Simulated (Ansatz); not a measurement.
Geometry relaxation of AlGa₃N₄ (part 1 of 2)

AlGa₃N₄ (Pm, 8 atoms in the cell), computed with DFT PBEsol, scalar-relativistic, plane waves, PAW, no spin polarisation (Ansatz 0.2.0).

The structure derives from a Materials Project entry. Figures and captions count atoms from 1; the log counts them from 0 in places.

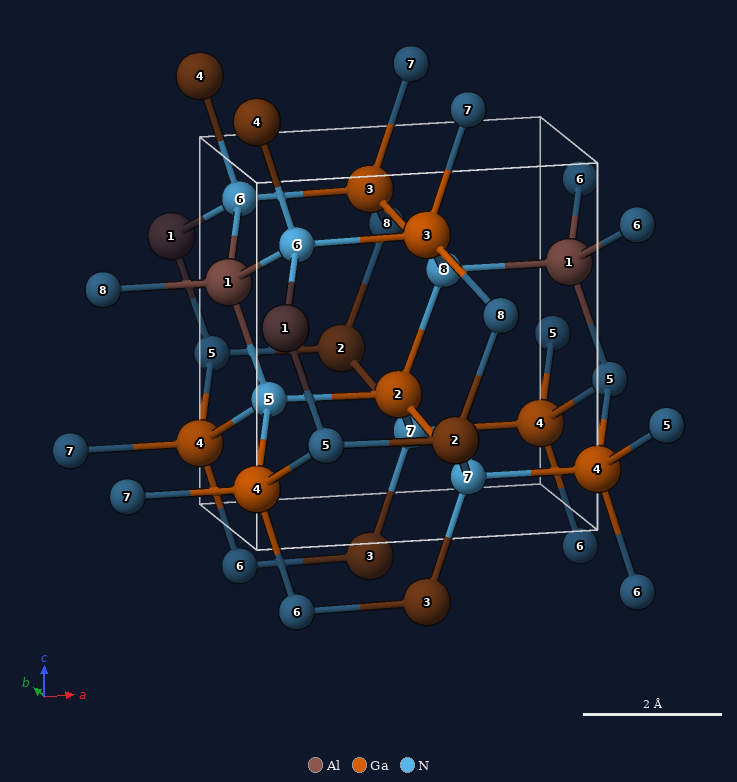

Fig. 1: The input geometry (ball-and-stick view of the cell of the calculation, seen slightly off an axis; neighbours outside the cell are drawn fainter; atoms are numbered from 1 in the order of the input). An atom can appear more than once, as a periodic image. Near neighbours in the periodic cell (some may lie outside the picture): Al has 4 N at 1.89 to 1.90 Å; Ga has 4 N at 1.94 to 1.97 Å; N has 1 Al at 1.89 Å and 3 Ga at 1.95 to 1.96 Å; N has 2 Al at 1.90 Å and 2 Ga at 1.96 to 1.97 Å; N has 4 Ga at 1.94 to 1.95 Å.

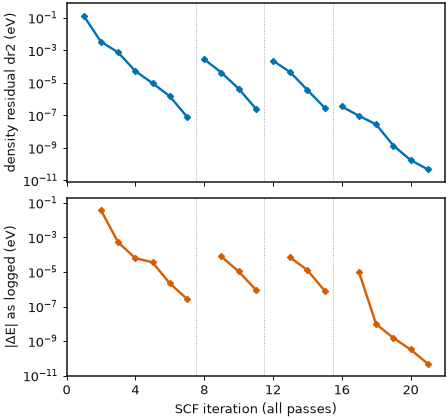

Fig. 2: Convergence of the self-consistent field: density residual dr2 and size of the energy change against the SCF iteration. The dotted lines part the SCF passes of the relaxation: geometry steps, rejected trials and re-solves on a re-selected basis. The passes take 7, 4, 4 and 6 iterations.

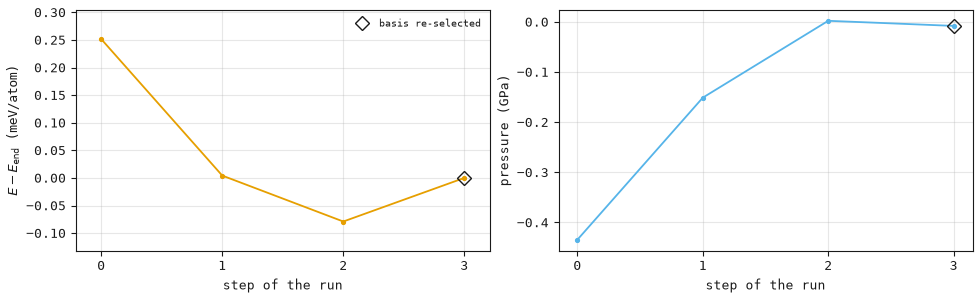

Fig. 3: Progress of the relaxation, step by step (the first geometry is step 0 here and step 1 in the log). The largest moves relative to the cell, 0.007 Å, are those of N5, N6 and N8. By element the largest moves are N 0.007 Å, Ga 0.001 Å, Al 0.001 Å. Cell: a 5.146 → 5.142 Å (−0.1 %), b 3.167 → 3.165 Å (−0.1 %), c 5.484 → 5.478 Å (−0.1 %). Volume −0.2 %. Distances before and after: Ga4–N6 1.965 → 1.958 Å, Al1–N8 1.893 → 1.899 Å, Ga3–N6 1.967 → 1.961 Å, Al1–N5 1.890 → 1.895 Å. The space group stays Pm (No. 6). After 2 geometry steps the energy has fallen by 0.3 meV per atom. The largest force component goes from 0.16 to 0.0045 eV/Å. The pressure goes from −0.43 to −0.01 GPa. A last SCF at the same geometry on a re-selected plane-wave basis shifts the energy by +0.1 meV per atom. (Atoms are counted from 1 in the order of the input.)

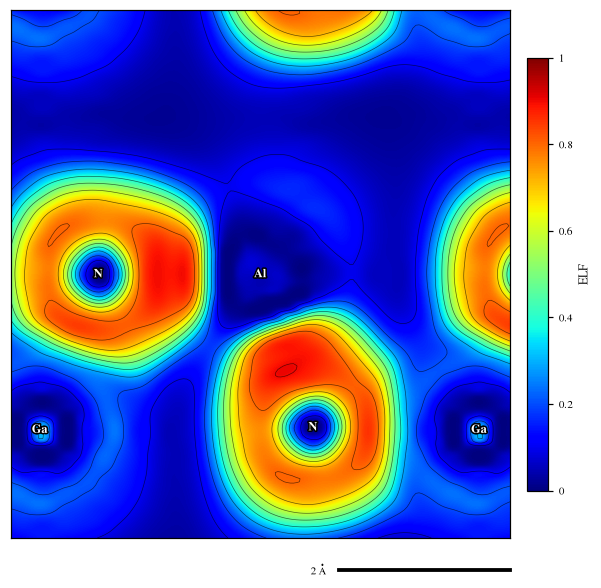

Fig. 4: Electron localisation function on the (010) plane of the conventional cell. The section cuts through Al, Ga and N sites. Ga–N (1.94 Å): the ELF is about 0.45 at the midpoint. Core electrons are frozen (PAW), so the fields are smoothed inside the atomic spheres.

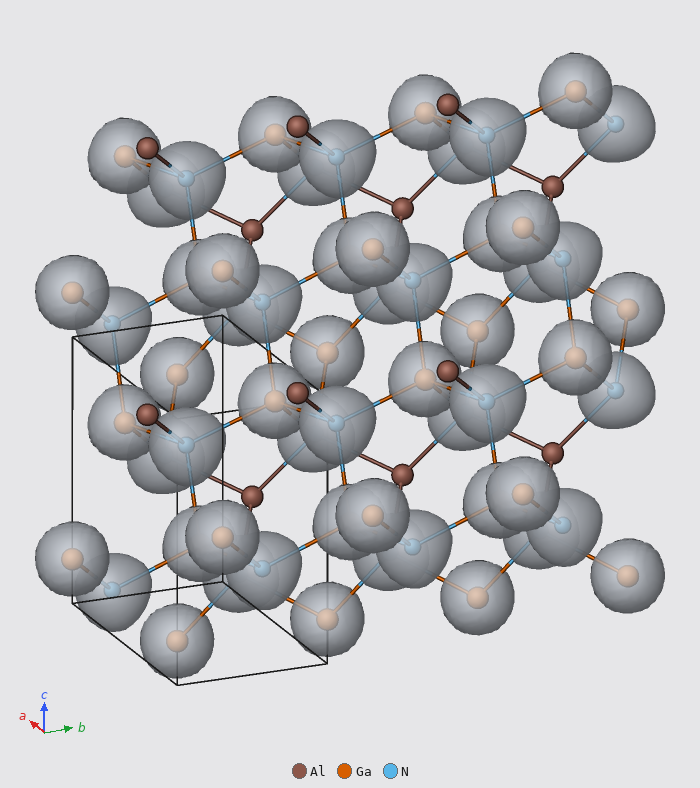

Fig. 5: Isosurface of the valence charge density (pseudo) at 1 e/Å³ (grey), seen at an oblique angle. Sticks mark near contacts. The outline is the cell set on symmetry axes. At this value the density breaks into separate islands; it holds about 65 % of the electrons treated as valence (semicore included). It is pinched off along the Al–N (1.89 Å) and Ga–N (1.94 Å) contacts. On the grid the lowest density along these lines, outside the cores, is 0.57 e/Å³ (Al–N, 1.89 Å) and 0.74 e/Å³ (Ga–N, 1.94 Å).

The input that produced these results follows, with the program's output.

The input:
```yaml
crystal:
  lattice:
    - [5.1455897724, 0.0, 0.0]
    - [0.0, 3.16707762, 0.0]
    - [-0.0037175149, 0.0, 5.4836534091]
  atoms:
    - { symbol: Al, position: [0.00050108, 0.5, 0.6673044] }
    - { symbol: Ga, position: [0.49913931, 0.5, 0.33514653] }
    - { symbol: Ga, position: [0.49913488, 0.0, 0.83132616] }
    - { symbol: Ga, position: [0.99990822, 0.0, 0.16624089] }
    - { symbol: "N", position: [0.11923844, 0.5, 0.34129715] }
    - { symbol: "N", position: [0.11682905, 0.0, 0.82526452] }
    - { symbol: "N", position: [0.62024701, 0.0, 0.16615093] }
    - { symbol: "N", position: [0.63260202, 0.5, 0.66727042] }
basis:
  ecutwfc: 420
kpoints:
  mp_grid: { grid: [6, 8, 6] }
hamiltonian:
  xc: pbesol
scf:
  occupations: { method: gaussian, width: 0.02 }
output:
  forces: true
  stress: true
  eigenvalues: true
  write_density: true
  write_potential: true
  elf: true
  volumetric_format: npy
relax:
  adjacent_minimum: "off"
  f_tol: 0.005
  max_steps: 80
  cell: { stress_tol: 0.05 }
```

Launch command:
```bash
ansatz run input.yaml --threads 2 --pin off --max-ram 5120MiB --backend cpu --events-out ev --progress --plain --runs-dir out
```

The program's output:
```
Engine: ansatz 0.2.0, x86_64-unknown-linux-gnu
Pseudopotentials: kind: paw
Pseudopotential: Al, paw, valence charge 3, recommended cutoff 420 eV (normal), Al.paw.azcp
Pseudopotential: Ga, paw, valence charge 13, recommended cutoff 420 eV (normal), Ga.paw.azcp
Pseudopotential: N, paw, valence charge 5, recommended cutoff 420 eV (normal), N.paw.azcp
Functional definition: PBEsol
  exchange = pbesol_x
  correlation = pbesol_c
Crystal: 8 atoms, lattice volume = 89.364 Å³
Basis set: ecut = 420 eV, 1757 PW (Γ), exchange–correlation on 72×48×80 points (8 copies of the dense FFT grid, shifted against one another)
Bands: 39, of which v1, the nominal top of the filled ones, is band 31 counted from 1 (30 counted from 0)
Symmetry: 2 space group operations
Space group: Pm (ITA 6), of the structure as read, at distance tolerance 4.5e-5 Å
k-points: 100 of 288 (time reversal used)
Non-local potential: Al, projectors of the file, l = 0: 2, l = 1: 2, l = 2: 1
Non-local potential: Ga, projectors of the file, l = 0: 2, l = 1: 2, l = 2: 3, l = 3: 1
Non-local potential: N, projectors of the file, l = 0: 2, l = 1: 2, l = 2: 1
PAW form: soft (Blöchl's): semilocal exchange-correlation on the pseudo side does not see the compensation charge
PAW frozen core: Al, regenerated for the run's functional, and the local potential with it (the file was generated under x = pbe(κ = 0.804, μ = 0.2195149727645171), c = pbe(β = 0.06672455060314922))
PAW frozen core: Ga, regenerated for the run's functional, and the local potential with it (the file was generated under x = pbe(κ = 0.804, μ = 0.2195149727645171), c = pbe(β = 0.06672455060314922))
PAW frozen core: N, regenerated for the run's functional, and the local potential with it (the file was generated under x = pbe(κ = 0.804, μ = 0.2195149727645171), c = pbe(β = 0.06672455060314922))
PAW one-centre angular grid: Al, 110 points (default); XC on 64 Gauss nodes
PAW one-centre angular grid: Ga, 590 points (default); XC on 64 Gauss nodes
PAW one-centre angular grid: N, 110 points (default); XC on 64 Gauss nodes
Initial density: superposition of atomic densities (neutral atoms: chi_scale 0, normalization atom), corrected by the library's trained network
Initial wavefunctions: pseudopotential atomic-orbital guess
Functional: x = pbesol(κ = 0.804, μ = 0.12345679012345678), c = pbesol(β = 0.046)
SCF iter   1: F=—  HF=-13274.505200 eV  |F-HF|=—  |Δ(HF+E_count)|=         —  Δρ=1.23e-2  dr2=1.34e-1  ethr=1.77e-3  ⟨swp⟩=6.4  Hψ=15764  notcnv=0
preconditioner: auto → Resta (q_TF=auto, 2.567 Å⁻¹)  ε∞=4.7  [insulator: Δε(μ)=2.259 eV  Ē_g=16.091 eV  σ=0.020 eV  W_gap=1.00  n_scr=22 (ndim 8)  ℏωp=30.9 eV  f_vac=0.000  D(μ)=0.00/eV (n_scr^D=0)  ε∞_Penn≈4.7]
SCF iter   2: F=—  HF=-13274.467137 eV  |F-HF|=—  |Δ(HF+E_count)|=   3.81e-2  Δρ=1.88e-3  dr2=3.38e-3  ethr=2.16e-4  ⟨swp⟩=2.0  Hψ=6053  notcnv=0  defer=306
SCF iter   3: F=—  HF=-13274.466609 eV  |F-HF|=—  |Δ(HF+E_count)|=   5.27e-4  Δρ=9.13e-4  dr2=7.51e-4  ethr=5.45e-6  ⟨swp⟩=2.8  Hψ=6459  notcnv=0  defer=306
SCF iter   4: F=—  HF=-13274.466547 eV  |F-HF|=—  |Δ(HF+E_count)|=   6.28e-5  Δρ=2.53e-4  dr2=5.30e-5  ethr=1.21e-6  ⟨swp⟩=3.0  Hψ=7122  notcnv=0  defer=306
SCF iter   5: F=—  HF=-13274.466510 eV  |F-HF|=—  |Δ(HF+E_count)|=   3.65e-5  Δρ=1.14e-4  dr2=9.56e-6  ethr=8.55e-8  ⟨swp⟩=2.0  Hψ=6672  notcnv=0  defer=306
SCF iter   6: F=—  HF=-13274.466512 eV  |F-HF|=—  |Δ(HF+E_count)|=   2.20e-6  Δρ=3.85e-5  dr2=1.52e-6  ethr=1.54e-8  ⟨swp⟩=2.1  Hψ=6466  notcnv=0  defer=306
SCF iter   7: F=-13274.466512 eV  HF=-13274.466512 eV  |F-HF|=5.26e-9  |Δ(HF+E_count)|=   2.77e-7  Δρ=9.91e-6  dr2=8.26e-8  ethr=1.61e-10  ⟨swp⟩=11.2  Hψ=28016  notcnv=0
SCF 1 converged in 7 iterations: F = -13274.466512 eV  dr2 = 8.26e-8
  greatest PAW one-centre occupation: 0.995 electrons in one spin orbital (limit 2), on the Ga atom at site 3 (counted from 0), in its partial waves of l = 2
relax step   1: F+E_penalty+E_count = -13274.46651215 eV  Δ(F+E_penalty+E_count) = +0.000e0 eV  max|allowed force component| = 1.586e-1 eV/Å  Δτ_max = 0.0000 Å  P = -0.435 GPa  Ω = 89.364 Å³  (7 SCF iters, dr2 threshold 1.00e-7 eV, accepted)
Crystal: 8 atoms, lattice volume = 89.234 Å³
Basis set: ecut = 420 eV, 1749 PW (Γ), exchange–correlation on 72×48×80 points (8 copies of the dense FFT grid, shifted against one another)
Initial density: handed on by an earlier stage of this run
Initial wavefunctions: those handed on with the density
iter 1 solved again at ethr=4.44e-7 eV; its pass at ethr=3.10e-3 eV (dr2=2.75e-4 eV) is discarded
SCF iter   1: F=—  HF=-13274.468582 eV  |F-HF|=—  |Δ(HF+E_count)|=         —  Δρ=5.04e-4  dr2=2.85e-4  ethr=4.44e-7  ⟨swp⟩=2.0  Hψ=14336  notcnv=0
preconditioner: auto → Resta (q_TF=auto, 2.568 Å⁻¹)  ε∞=4.7  [insulator: Δε(μ)=2.356 eV  Ē_g=16.129 eV  σ=0.020 eV  W_gap=1.00  n_scr=22 (ndim 8)  ℏωp=31.0 eV  f_vac=0.000  D(μ)=0.00/eV (n_scr^D=0)  ε∞_Penn≈4.7]
SCF iter   2: F=—  HF=-13274.468503 eV  |F-HF|=—  |Δ(HF+E_count)|=   7.85e-5  Δρ=1.87e-4  dr2=4.29e-5  ethr=4.44e-7  ⟨swp⟩=2.0  Hψ=5053  notcnv=0
SCF iter   3: F=—  HF=-13274.468492 eV  |F-HF|=—  |Δ(HF+E_count)|=   1.08e-5  Δρ=6.18e-5  dr2=4.48e-6  ethr=6.92e-8  ⟨swp⟩=2.0  Hψ=4949  notcnv=0
SCF iter   4: F=-13274.468491 eV  HF=-13274.468491 eV  |F-HF|=1.33e-7  |Δ(HF+E_count)|=   9.48e-7  Δρ=1.61e-5  dr2=2.64e-7  ethr=1.29e-9  ⟨swp⟩=11.1  Hψ=34283  notcnv=0
SCF 2 converged in 4 iterations: F = -13274.468491 eV  dr2 = 2.64e-7
relax step   2: F+E_penalty+E_count = -13274.46849127 eV  Δ(F+E_penalty+E_count) = -1.979e-3 eV  max|allowed force component| = 7.865e-2 eV/Å  Δτ_max = 0.0041 Å  P = -0.151 GPa  Ω = 89.234 Å³  energy of the carried Pulay correction = +4.244e-4 eV  (4 SCF iters, dr2 threshold 8.00e-7 eV, accepted)
Crystal: 8 atoms, lattice volume = 89.165 Å³
iter 1 solved again at ethr=3.56e-7 eV; its pass at ethr=3.10e-3 eV (dr2=2.20e-4 eV) is discarded
```
